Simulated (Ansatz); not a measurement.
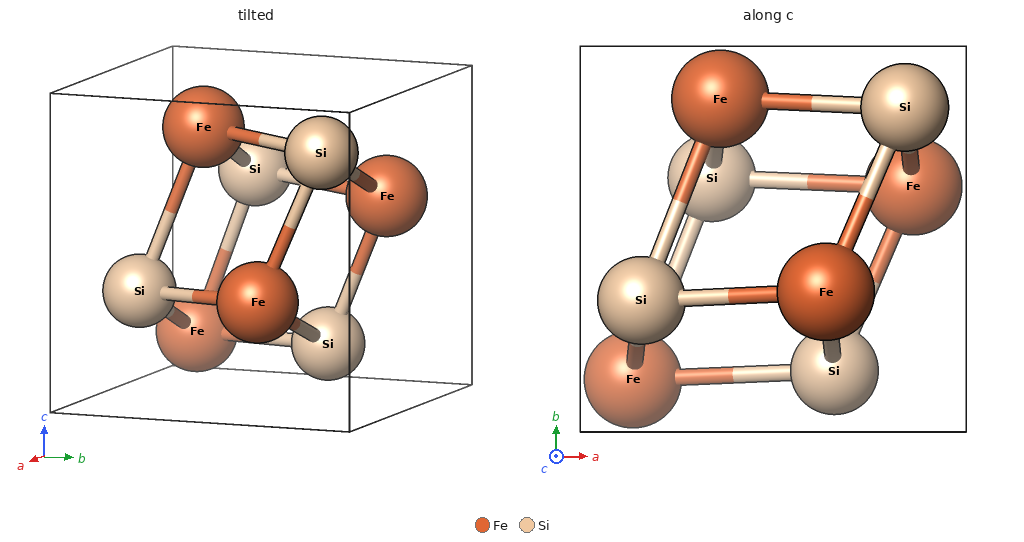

The image is a ball-and-stick drawing of a crystal, viewed slightly off an axis and along the c axis. Thin lines show the conventional unit cell, with boundary atoms drawn in all their periodic places.

FeSi, space group P2_13 (No. 198), a = 4.403 Å, b = 4.403 Å, c = 4.403 Å, α = 90.00°, β = 90.00°, γ = 90.00°. The model was built from a structure listed in the Materials Project. Earlier steps of the study may have refined or changed the cell and positions. It went into a calculation with Ansatz.

This one geometry was computed with Ansatz (DFT, plane waves, PAW) at four levels of theory: PBE, HSE06, r2SCAN and PBE0. It was relaxed beforehand with r2SCAN.

Q: Which level gives the highest pressure at this volume, and what does that say about its equilibrium volume?

A: Highest: PBE (7.3 GPa), which points to the largest equilibrium volume. Lowest, with the smallest volume: HSE06 (-4.0 GPa) and PBE0 (-4.3 GPa). Levels within 0.5 GPa of each other can't be told apart.

Q: How does the band gap change with the level of theory?

A: PBE: a gap of 0.18 eV, direct; r2SCAN: a gap of 0.34 eV, indirect; HSE06: a gap of 1.47 eV, indirect; PBE0: a gap of 2.20 eV, indirect.

Q: Collect the results in a table.

A:
| level | cutoff (eV) | k-mesh of the run's cell | gap (eV) | pressure (GPa) |
| --- | --- | --- | --- | --- |
| PBE | 420 | 6×6×6 | 0.18 | 7.3 |
| HSE06 | 420 | 4×4×4 | 1.47 | -4.0 |
| r2SCAN | 500 | 6×6×6 | 0.34 | 0.0 |
| PBE0 | 420 | 4×4×4 | 2.20 | -4.3 |

Gaps are taken on the k-mesh or band path of each run.
